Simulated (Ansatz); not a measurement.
# Geometry relaxation, with input and output: Ge₃Si (part 2 of 2)

Ge₃Si (Cmmm, 4 atoms in the cell); DFT PBE, scalar-relativistic, plane waves, PAW, no spin polarisation (Ansatz 0.2.0); cutoff 420 eV, 10×10×16 k-mesh, Gaussian smearing of 0.1 eV. The structure was made by a generator, so it may or may not be a known phase.

Geometry of the input (Å; fractional positions):
```
2.9559  -4.1803  0.0000
2.9559  4.1803  0.0000
0.0000  0.0000  2.9559
Si 0.0000  0.0000  0.5000
Ge -0.0000  0.5000  0.0000
Ge 0.5000  0.5000  0.5000
Ge 0.5000  -0.0000  0.0000
```

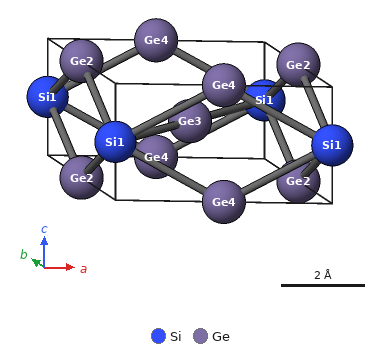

**Figure 1.** The geometry at step 6 of the log (ball-and-stick view of the cell of the calculation, seen slightly off an axis; atoms are numbered from 1 in the order of the input).

The program's output, continued
```
SCF iter   1: F=—  HF=-13519.022491 eV  |F-HF|=—  |Δ(HF+E_count)|=         —  Δρ=1.51e-3  dr2=3.77e-5  ethr=1.21e-7  ⟨swp⟩=2.4  Hψ=57485  notcnv=0
preconditioner: auto → Kerker (q_TF=auto, 2.521 Å⁻¹)  [metal: Δε(μ)=0.010 eV  Ē_g=22.802 eV  σ=0.100 eV  W_gap=0.05  n_scr=14 (ndim 8)  ℏωp=29.3 eV  f_vac=0.000  D(μ)=1.80/eV (n_scr^D=6)]
SCF iter   2: F=—  HF=-13519.028416 eV  |F-HF|=—  |Δ(HF+E_count)|=   5.93e-3  Δρ=7.67e-4  dr2=9.52e-6  ethr=8.20e-8  ⟨swp⟩=2.0  Hψ=11361  notcnv=0
SCF iter   3: F=—  HF=-13519.030318 eV  |F-HF|=—  |Δ(HF+E_count)|=   1.90e-3  Δρ=3.14e-5  dr2=6.82e-8  ethr=2.07e-8  ⟨swp⟩=2.0  Hψ=11260  notcnv=0
SCF iter   4: F=—  HF=-13519.030321 eV  |F-HF|=—  |Δ(HF+E_count)|=   3.08e-6  Δρ=5.34e-6  dr2=1.72e-8  ethr=1.48e-10  ⟨swp⟩=2.0  Hψ=15653  notcnv=0
SCF iter   5: F=—  HF=-13519.030321 eV  |F-HF|=—  |Δ(HF+E_count)|=   1.83e-8  Δρ=2.27e-6  dr2=4.76e-9  ethr=3.73e-11  ⟨swp⟩=2.0  Hψ=15625  notcnv=0
SCF iter   6: F=—  HF=-13519.030321 eV  |F-HF|=—  |Δ(HF+E_count)|=  1.42e-10  Δρ=7.15e-7  dr2=4.85e-10  ethr=1.03e-11  ⟨swp⟩=2.0  Hψ=15087  notcnv=0
SCF iter   7: F=-13519.030321 eV  HF=-13519.030321 eV  |F-HF|=1.82e-12  |Δ(HF+E_count)|=  2.73e-11  Δρ=1.20e-7  dr2=1.27e-11  ethr=1.00e-12  ⟨swp⟩=3.6  Hψ=35146  notcnv=0
SCF 11 converged in 7 iterations: F = -13519.030321 eV  dr2 = 1.27e-11
relax step  11: F+E_penalty+E_count = -13519.03032087 eV  Δ(F+E_penalty+E_count) = -6.436e-4 eV  max|allowed force component| = 9.466e-30 eV/Å  Δτ_max = 0.0000 Å  P = +0.017 GPa  Ω = 73.864 Å³  stress off target by 2.16e-2 GPa  SCF on the basis re-selected at this cell (its energy is not comparable with the rows above)  (7 SCF iters)
```

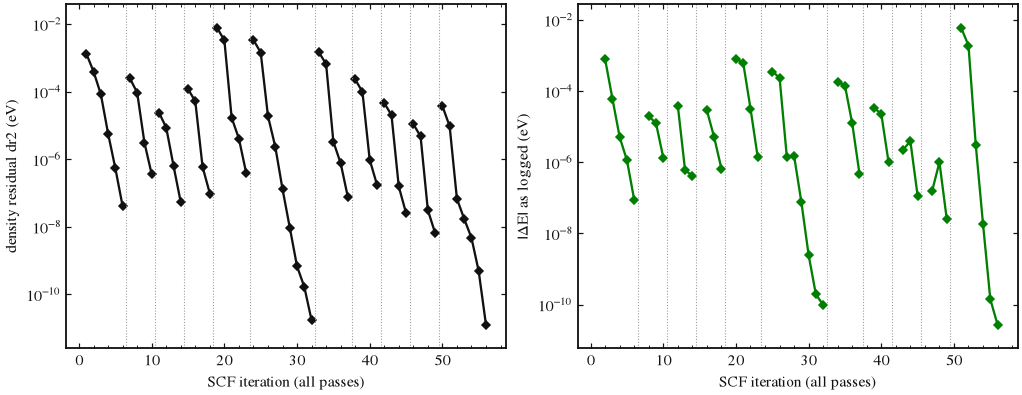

**Figure 2.** Convergence of the self-consistent field: density residual dr2 and size of the energy change against the SCF iteration. The dotted lines part the SCF passes of the relaxation: geometry steps, rejected trials and re-solves on a re-selected basis. The 11 passes take 4 to 9 iterations each, 56 in all.

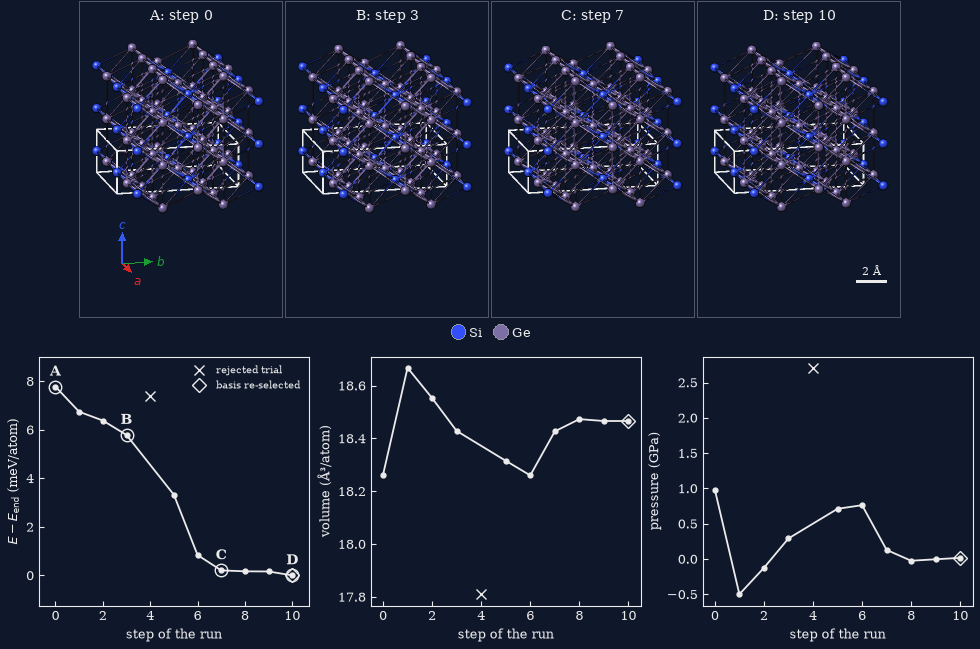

**Figure 3.** Frames of the relaxation (ball-and-stick view of the cell 2 times as large as that of the calculation, set on its symmetry axes, repeated 2 × 1 × 3, seen slightly off an axis) above the curves, on which the letters mark them (the first geometry is step 0 here and step 1 in the log).

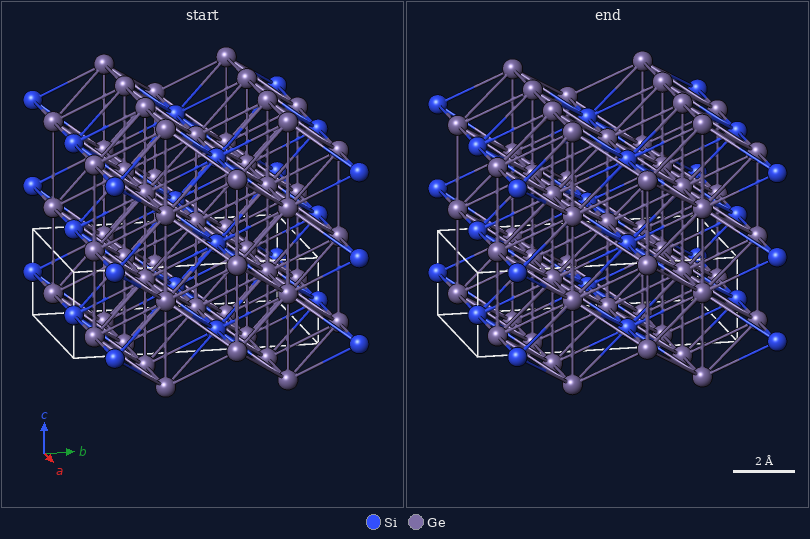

**Figure 4.** Before (left) and after (right) the relaxation, at one scale (ball-and-stick view of the cell 2 times as large as that of the calculation, set on its symmetry axes, repeated 2 × 1 × 3, seen slightly off an axis). After 9 geometry steps the energy has fallen by 7.6 meV per atom. All forces vanish by symmetry, so only the cell relaxes. Pressure: 0.98 GPa at the start and 0.02 GPa at the end. The line search rejected the trial step at point 4 (counted from 0) and went back. The atoms keep their places relative to the cell (all moves are under 0.005 Å). Cell: a 5.912 → 5.738 Å (−2.9 %), b 8.361 → 8.890 Å (+6.3 %), c 2.956 → 2.896 Å (−2.0 %). Volume +1.1 %. Among the contacts that change: Si1–Ge3 2.956 → 2.869 Å, Ge2–Ge4 2.956 → 2.869 Å, Ge2–Ge3 2.956 → 3.016 Å, Si1–Ge2 2.956 → 3.016 Å. The space group stays Cmmm (No. 65). A last SCF at the same geometry on a re-selected plane-wave basis shifts the energy by −0.2 meV per atom. (Atoms are counted from 1 in the order of the input.)

```
basis re-selected at this cell: Δ(F+E_penalty+E_count) = -6.436e-4 eV, ΔP = +0.020 GPa vs the last step (what re-selecting the basis moved, of the pressure what is left beyond the Pulay correction that the steps carried, after the strain that the cell walked since its last selection, with what the two solves' SCF thresholds leave and, on support functions, any second-order correction that the steps lacked; it is no measure of the basis error at this ecutwfc). This SCF's stress stands 2.16e-2 GPa from its target on what of the cell is left free (relax.cell.stress_tol is 5.00e-2 GPa) and its largest allowed force component is 9.47e-30 eV/Å (relax.f_tol is 1.00e-2 eV/Å): within both
SCF converged after 7 iterations
Free energy (F): -13519.030321 eV
Harris-Foulkes:  -13519.030321 eV  (|F-HF|=1.82e-12)
Internal energy: -13519.021332 eV  (E = F + TS)
E sigma→0 (E₀):  -13519.025827 eV
Entropy (-TS):   -0.008989 eV (-2.247 meV/atom)
Fermi energy:    10.533097 eV
--- Per-component energies (eV) ---
  E_band       = -343.174360
  E_kinetic    = 368.340569
  E_local      = -7005.760285  (includes V_loc(G=0)·N_el)
  E_nonlocal   = 1270.582713
  E_hartree    = 3091.266061
  E_xc         = -281.787696
  E_vxc        = -239.927424  (∫ρ·V_xc dr)
  E_paw        = -6559.839729  (= ΣΔE_a)
  E_vpaw       = -918.942965  (= ΣTr[D̂ρ^β])
  E_aug_tail   = 0.000866  (compensation charges beyond the density's cutoff)
  E_ewald      = -4401.823832
  E_smearing   = -0.008989  (= −TS)
  E_closure    = -0.000000  (closes the sum)
  Σ components = -13519.030321   (vs F -13519.030321, Δ=0.00e0)
--- Forces (eV/Å), atoms counted from 1 ---
  atom   1  Si     0.00000000     0.00000000     0.00000000
  atom   2  Ge    -0.00000000     0.00000000     0.00000000
  atom   3  Ge     0.00000000     0.00000000     0.00000000
  atom   4  Ge     0.00000000     0.00000000     0.00000000
  max |Σ_I F_I| component: 1.26e-29 eV/Å
--- Stress (GPa, compression-positive) ---
        0.021614       0.000000       0.000000
        0.000000       0.018768       0.000000
        0.000000       0.000000       0.010160
  P = ⅓ Tr σ = 0.0168 GPa (0.168 kbar)
--- Band table (eV; the first three rows and the last of 279) ---
  k-point 0: bands = ["-14.3088", "-14.2719", "-14.2634", "-14.2574", "-14.2442", "-14.2386", "-14.2368", "-14.2091", "-14.1969", "-14.1827", "-14.1767", "-14.1656", "-14.1477", "-14.1469", "-14.1380", "-2.6386", "2.6339", "3.0339", "4.2765", "4.8844", "4.9233", "5.5894", "13.9499", "14.2576", "16.3552", "16.5207", "17.1759", "17.8476", "18.0489", "18.4230", "19.4610", "19.4807", "19.6920"]
  k-point 1: bands = ["-14.3054", "-14.2695", "-14.2594", "-14.2559", "-14.2414", "-14.2377", "-14.2372", "-14.2102", "-14.1988", "-14.1830", "-14.1766", "-14.1671", "-14.1504", "-14.1491", "-14.1383", "-2.5699", "2.6994", "3.0970", "4.3298", "4.9539", "4.9916", "5.6610", "12.9963", "14.3232", "16.2813", "16.4355", "17.3124", "17.6837", "17.7021", "18.4696", "18.7837", "19.0938", "19.7240"]
  k-point 2: bands = ["-14.2967", "-14.2624", "-14.2525", "-14.2487", "-14.2402", "-14.2329", "-14.2321", "-14.2133", "-14.2040", "-14.1840", "-14.1761", "-14.1712", "-14.1580", "-14.1551", "-14.1392", "-2.3636", "2.8959", "3.2848", "4.4839", "5.1614", "5.1960", "5.8753", "11.3534", "14.5192", "15.9257", "15.9907", "16.1019", "16.1718", "17.2883", "18.0058", "18.0637", "19.8087", "20.2867"]
  k-point 278: bands = ["-14.2913", "-14.2765", "-14.2739", "-14.2672", "-14.2448", "-14.2440", "-14.2026", "-14.1898", "-14.1842", "-14.1841", "-14.1540", "-14.1491", "-14.1474", "-14.1334", "-14.1144", "2.5074", "2.9294", "4.8554", "4.8921", "5.4946", "6.1364", "6.4892", "6.4900", "12.3773", "12.3786", "13.0475", "13.2578", "15.9529", "16.3593", "16.3743", "16.3858", "16.5187", "16.5276"]
--- Relaxed structure (10 steps of the walk, 9 accepted, 1 SCFs on fresh bases) ---
  F+E_penalty+E_count = -13519.03032087 eV   max|allowed force component| = 9.466e-30 eV/Å   (the final SCF, on the basis selected at the relaxed cell)
  cell:  # Å, volume = 73.8644 Å³
    - [2.868834461518978, -4.4449765756117845, 0.0]
    - [2.868834461518978, 4.4449765756117845, 0.0]
    - [0.0, 0.0, 2.8962093431881435]
  atoms:
    - { symbol: Si, position: [4.901300942889458e-35, 4.899051341996007e-35, 0.49999999999999994] }
    - { symbol: Ge, position: [0.0, 0.5, 0.0] }
    - { symbol: Ge, position: [0.5, 0.5, 0.49999999999999994] }
    - { symbol: Ge, position: [0.5, 0.0, 0.0] }
```

Trajectory as extended XYZ (Å, eV, eV/Å), 11 frames, from step=1 to step=11
```
4
Lattice="2.9559 -4.1803 0.0000 2.9559 4.1803 0.0000 0.0000 0.0000 2.9559" Properties=species:S:1:pos:R:3:forces:R:3 step=1 energy=-13518.99923 pressure_GPa=0.98
Si    0.0000    0.0000    1.4780    0.0000   0.0000   0.0000
Ge    1.4780    2.0901    0.0000    0.0000   0.0000   0.0000
Ge    2.9559    0.0000    1.4780    0.0000   0.0000   0.0000
Ge    1.4780   -2.0901    0.0000    0.0000   0.0000   0.0000
4
Lattice="2.9832 -4.2335 0.0000 2.9832 4.2335 0.0000 0.0000 0.0000 2.9563" Properties=species:S:1:pos:R:3:forces:R:3 step=2 energy=-13519.00336 pressure_GPa=-0.50
Si    0.0000    0.0000    1.4781    0.0000   0.0000   0.0000
Ge    1.4916    2.1167    0.0000    0.0000   0.0000   0.0000
Ge    2.9832    0.0000    1.4781    0.0000   0.0000   0.0000
Ge    1.4916   -2.1167    0.0000    0.0000   0.0000   0.0000
4
Lattice="2.9755 -4.2343 0.0000 2.9755 4.2343 0.0000 0.0000 0.0000 2.9451" Properties=species:S:1:pos:R:3:forces:R:3 step=3 energy=-13519.00480 pressure_GPa=-0.12
Si    0.0000    0.0000    1.4725    0.0000   0.0000   0.0000
Ge    1.4878    2.1172    0.0000    0.0000   0.0000   0.0000
Ge    2.9755    0.0000    1.4725    0.0000   0.0000   0.0000
Ge    1.4878   -2.1172    0.0000    0.0000   0.0000   0.0000
4
Lattice="2.9600 -4.2621 0.0000 2.9600 4.2621 0.0000 0.0000 0.0000 2.9215" Properties=species:S:1:pos:R:3:forces:R:3 step=4 energy=-13519.00719 pressure_GPa=0.29
Si    0.0000    0.0000    1.4607    0.0000   0.0000   0.0000
Ge    1.4800    2.1311    0.0000    0.0000   0.0000   0.0000
Ge    2.9600    0.0000    1.4607    0.0000   0.0000   0.0000
Ge    1.4800   -2.1311    0.0000    0.0000   0.0000   0.0000
4
Lattice="2.8512 -4.4662 0.0000 2.8512 4.4662 0.0000 0.0000 0.0000 2.7972" Properties=species:S:1:pos:R:3:forces:R:3 step=5 energy=-13519.00084 pressure_GPa=2.71 accepted=F
Si    0.0000    0.0000    1.3986    0.0000   0.0000   0.0000
Ge    1.4256    2.2331    0.0000    0.0000   0.0000   0.0000
Ge    2.8512    0.0000    1.3986    0.0000   0.0000   0.0000
Ge    1.4256   -2.2331    0.0000    0.0000   0.0000   0.0000
4
Lattice="2.9151 -4.3593 0.0000 2.9151 4.3593 0.0000 0.0000 0.0000 2.8825" Properties=species:S:1:pos:R:3:forces:R:3 step=6 energy=-13519.01703 pressure_GPa=0.71
Si    0.0000    0.0000    1.4412    0.0000   0.0000   0.0000
Ge    1.4576    2.1797    0.0000    0.0000   0.0000   0.0000
Ge    2.9151    0.0000    1.4412    0.0000   0.0000   0.0000
Ge    1.4576   -2.1797    0.0000    0.0000   0.0000   0.0000
4
Lattice="2.8557 -4.4638 0.0000 2.8557 4.4638 0.0000 0.0000 0.0000 2.8649" Properties=species:S:1:pos:R:3:forces:R:3 step=7 energy=-13519.02697 pressure_GPa=0.76
Si    0.0000    0.0000    1.4325    0.0000   0.0000   0.0000
Ge    1.4279    2.2319    0.0000    0.0000   0.0000   0.0000
Ge    2.8557    0.0000    1.4325    0.0000   0.0000   0.0000
Ge    1.4279   -2.2319    0.0000    0.0000   0.0000   0.0000
4
Lattice="2.8612 -4.4506 0.0000 2.8612 4.4506 0.0000 0.0000 0.0000 2.8941" Properties=species:S:1:pos:R:3:forces:R:3 step=8 energy=-13519.02950 pressure_GPa=0.13
Si    0.0000    0.0000    1.4470    0.0000   0.0000   0.0000
Ge    1.4306    2.2253    0.0000    0.0000   0.0000   0.0000
Ge    2.8612    0.0000    1.4470    0.0000   0.0000   0.0000
Ge    1.4306   -2.2253    0.0000    0.0000   0.0000   0.0000
4
Lattice="2.8713 -4.4361 0.0000 2.8713 4.4361 0.0000 0.0000 0.0000 2.9007" Properties=species:S:1:pos:R:3:forces:R:3 step=9 energy=-13519.02965 pressure_GPa=-0.02
Si    0.0000    0.0000    1.4503    0.0000   0.0000   0.0000
Ge    1.4356    2.2180    0.0000    0.0000   0.0000   0.0000
Ge    2.8713    0.0000    1.4503    0.0000   0.0000   0.0000
Ge    1.4356   -2.2180    0.0000    0.0000   0.0000   0.0000
4
Lattice="2.8688 -4.4450 0.0000 2.8688 4.4450 0.0000 0.0000 0.0000 2.8962" Properties=species:S:1:pos:R:3:forces:R:3 step=10 energy=-13519.02968 pressure_GPa=-0.00
Si    0.0000    0.0000    1.4481    0.0000   0.0000   0.0000
Ge    1.4344    2.2225    0.0000    0.0000   0.0000   0.0000
Ge    2.8688    0.0000    1.4481    0.0000   0.0000   0.0000
Ge    1.4344   -2.2225    0.0000    0.0000   0.0000   0.0000
4
Lattice="2.8688 -4.4450 0.0000 2.8688 4.4450 0.0000 0.0000 0.0000 2.8962" Properties=species:S:1:pos:R:3:forces:R:3 step=11 energy=-13519.03032 pressure_GPa=0.02
Si    0.0000    0.0000    1.4481    0.0000   0.0000   0.0000
Ge    1.4344    2.2225    0.0000    0.0000   0.0000   0.0000
Ge    2.8688    0.0000    1.4481    0.0000   0.0000   0.0000
Ge    1.4344   -2.2225    0.0000    0.0000   0.0000   0.0000
```

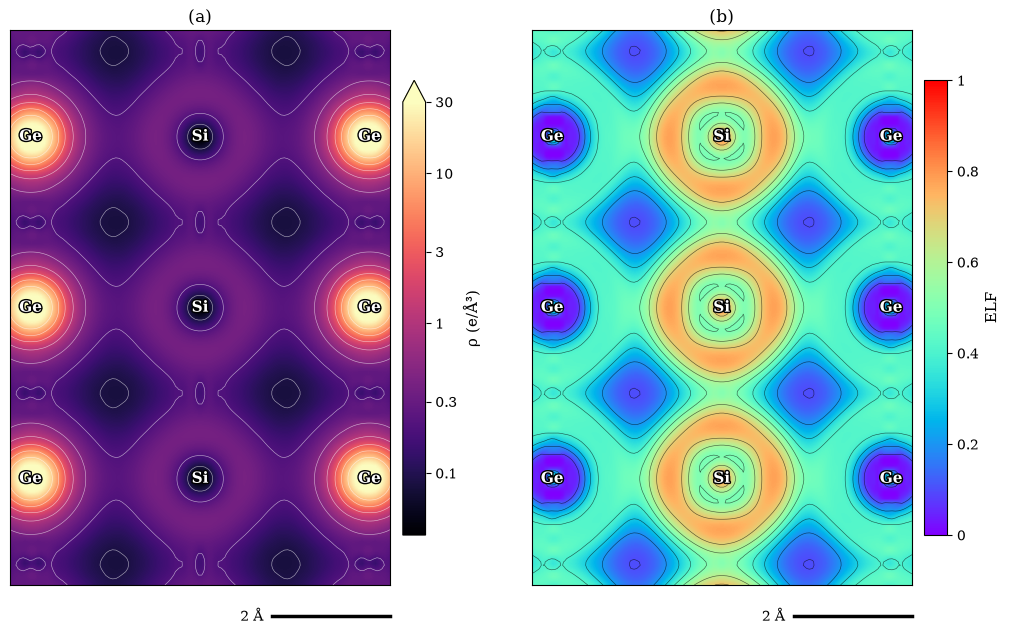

**Figure 5.** (a) valence electron density; (b) electron localisation function on the (010) plane of the conventional cell. Atoms in the plane: Si and Ge. Si–Ge (2.87 Å): ρ at the midpoint is about 0.23 e/Å³; the ELF is about 0.50 at the midpoint. Ge–Ge (2.90 Å): ρ is about 0.18 e/Å³ halfway; the ELF is about 0.35 at the midpoint; no localised pair between them. Away from the nuclei the density in this plane falls to 0.08 e/Å³ at its lowest. The fields are those of the smooth PAW valence density.

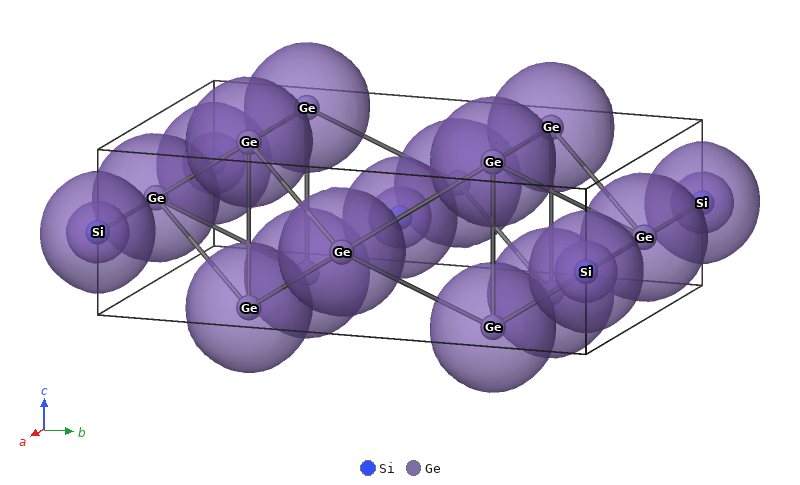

**Figure 6.** Isosurface of the valence pseudo-density at 0.3 e/Å³ (purple), seen slightly off an axis. Sticks mark near contacts. The outline is the cell set on symmetry axes. At this value the density breaks into separate islands; it holds about 80 % of the electrons treated as valence (semicore included). It is pinched off along the Si–Ge (2.87 Å), Ge–Ge (2.87 Å) and Ge–Ge (3.02 Å) contacts. On the grid the lowest density along these lines, outside the cores, is 0.23 e/Å³ (Si–Ge, 2.87 Å), 0.23 e/Å³ (Ge–Ge, 2.87 Å) and 0.18 e/Å³ (Ge–Ge, 3.02 Å).
